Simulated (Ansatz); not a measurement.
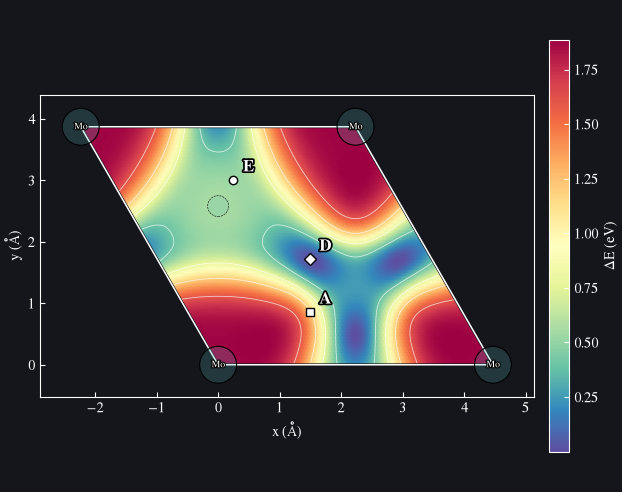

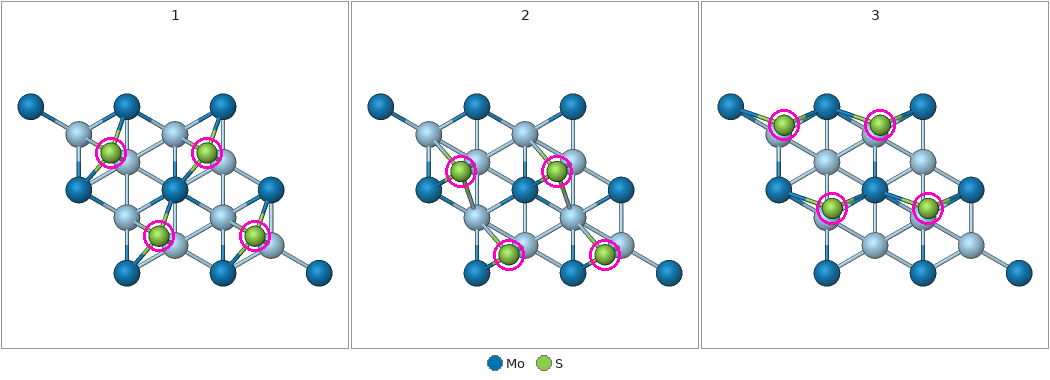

S on a Mo(111) slab cut from the Im-3m phase, its upper half relaxed before the scan (6 atoms of substrate and one adsorbate in a 1 × 1 cell). S is moved over the surface cell; relaxed at each place: the height of the adsorbate's atoms; substrate rigid; the origin of the map has the adsorbate above Mo6. Places are given modulo a cell vector. The map is drawn in real space over the plane of the surface. The grid has 9 × 9 points; 19 points were computed and 62 follow by symmetry. All energies are given in eV relative to the lowest grid point. With one adsorbate in each 1 × 1 cell, its nearest image is 4.5 Å away, so neighbouring adsorbates interact. The calculation used DFT PBE, scalar-relativistic, plane waves, PAW (Ansatz). Settings: cutoff 420 eV, k-mesh 6×6×1, gaussian smearing 0.1 eV, no spin polarisation.

The picture shows a smooth colour map with a few white contour lines, labelled circles for the atoms of the top layer and small ones for the second layer, the outline of one cell of the plane, lettered points. Between grid points the surface is interpolated. The numbered pictures are the structures at these points, in random order. Rings mark the moved atoms.

### Which structure belongs to which point?

A is structure 2: (4/9, 2/9) of the cell vectors [nearest 1 Mo at 2.19 Å], 1.23 eV; D is structure 1: (5/9, 4/9) of the cell vectors [nearest 3 Mo at 2.46 Å], 0.00 eV; E is structure 3: (4/9, 7/9) of the cell vectors [nearest 1 Mo at 2.29 Å], 0.53 eV.

PAW datasets: the set soft_1.
